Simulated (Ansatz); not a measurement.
Input

```
crystal:
  lattice:
    - [5.84457349, 0.0, 0.0]
    - [0.0, 3.56021466, 0.0]
    - [0.0, 0.0, 6.95001352]
  atoms:
    - { symbol: Cd, position: [0.74667176, 0.25, 0.10912441] }
    - { symbol: Cd, position: [0.24667176, 0.25, 0.39087559] }
    - { symbol: Cd, position: [0.25332824, 0.75, 0.89087559] }
    - { symbol: Cd, position: [0.75332824, 0.75, 0.60912441] }
    - { symbol: F, position: [0.64165268, 0.25, 0.42197555] }
    - { symbol: F, position: [0.14165268, 0.25, 0.07802445] }
    - { symbol: F, position: [0.35834732, 0.75, 0.57802445] }
    - { symbol: F, position: [0.85834732, 0.75, 0.92197555] }
    - { symbol: F, position: [0.51571392, 0.25, 0.83643524] }
    - { symbol: F, position: [0.01571392, 0.25, 0.66356476] }
    - { symbol: F, position: [0.48428608, 0.75, 0.16356476] }
    - { symbol: F, position: [0.98428608, 0.75, 0.33643524] }
basis:
  ecutwfc: 420
  fft_grid_basis: typed
kpoints:
  mp_grid: { grid: [6, 10, 6] }
hamiltonian:
  xc: pbe
  pseudopotentials: { kind: paw }
scf:
  occupations: { method: gaussian, width: 0.05 }
output:
  forces: true
  stress: true
  eigenvalues: true
  bader: true
  write_density: true
  volumetric_format: npy
  elf: true
```

Launched as:

```sh
ansatz run input.yaml --threads 1 --pin off --max-ram 3072MiB --backend cpu --events-out ev --progress --plain --runs-dir out
```

The picture shows the conventional cell (a = 5.84 Å, b = 3.56 Å, c = 6.95 Å, α = 90.00°, β = 90.00°, γ = 90.00°).

Space group Pnma; the calculation finds a residual pressure of about 5 GPa at this fixed cell. The cell comes from a database of computed structures, not from a measurement.

Method: DFT PBE, scalar-relativistic, plane waves, PAW (Ansatz).

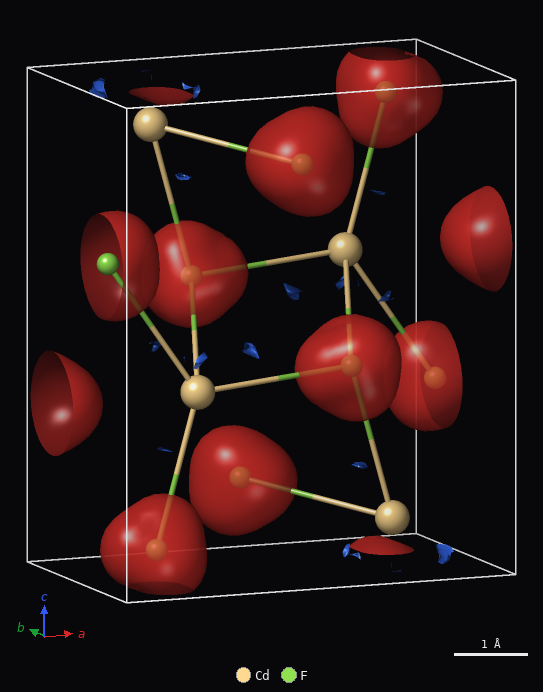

CdF2. Density of the crystal less the sum of free-atom densities: red surfaces at +0.08 and blue ones at −0.08 e/Å³, in the conventional cell seen slightly off an axis (the regions close to the nuclei are left out). Cores are masked to 0.9 Å (Cd) and 0.6 Å (F).

In a PAW calculation such maps are meaningful between the atoms, not at the nuclei.

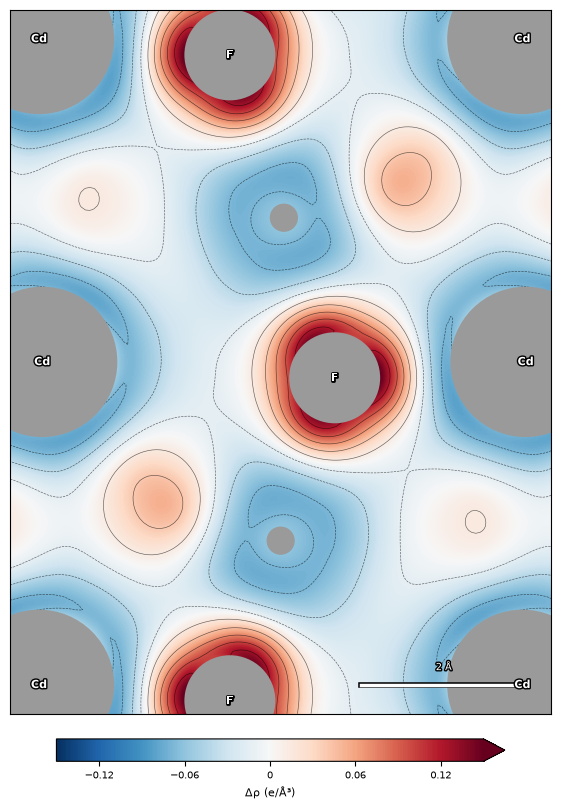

Second picture: a map on the (011) plane of the conventional cell, with grey discs over the atomic cores.

Question: What does the deformation density say about the bonding?

Answer: Cd–F (2.26 Å): Δρ is −0.04 e/Å³ at the midpoint, so little or no bond charge builds up halfway.
Cd–Cd (3.52 Å): Δρ is −0.03 e/Å³ at the midpoint (this contact isn't in the plane drawn).
Over the whole cell, outside the masked cores, the largest gain lies at the edge of the masked core of F, and the largest loss lies at the edge of the masked core of Cd.
In all about 0.24 e an atom is rearranged against the free atoms.
Bader charges: Cd +1.47 and F −0.74 e.

Run time: 2.2 min on 1 thread of Arm Neoverse V1, with other jobs on the host, peak memory 0.88 GiB.
